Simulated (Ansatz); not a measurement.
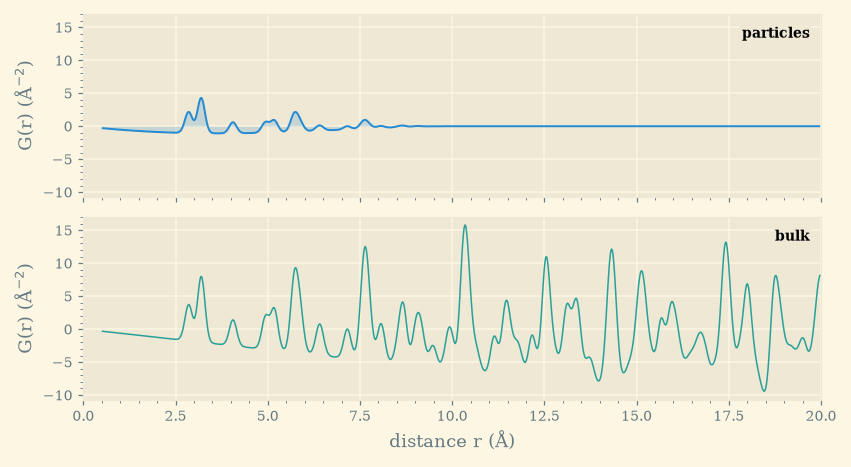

Simulated X-ray pair distribution function, G(r) = R(r)/r − 4πρ₀r, summed over the atomic distances of the structure with each pair weighted by the product of the atomic numbers (X-ray weights at Q = 0); every distance is a Gaussian of σ = 0.10 Å, for spherical particles of Li with the bulk structure: the bulk G(r) is multiplied by the envelope of a sphere of diameter D, 1 − 3r/2D + r³/2D³, with no surface relaxation. The number density is 0.0494 atoms per Å³. Structure used: the input geometry of an electronic-structure calculation (not necessarily at equilibrium); the starting structure was generated, so it need not be a known form of this composition.

### How large are the particles?

About 10 Å (1.0 nm): the signal is half of the bulk amplitude at r ≈ 3.5 Å and vanishes at r = D, fading from view somewhat earlier.

### Roughly how many atoms does one particle hold?

About 26 (number density 0.0494 Å⁻³ times πD³/6).
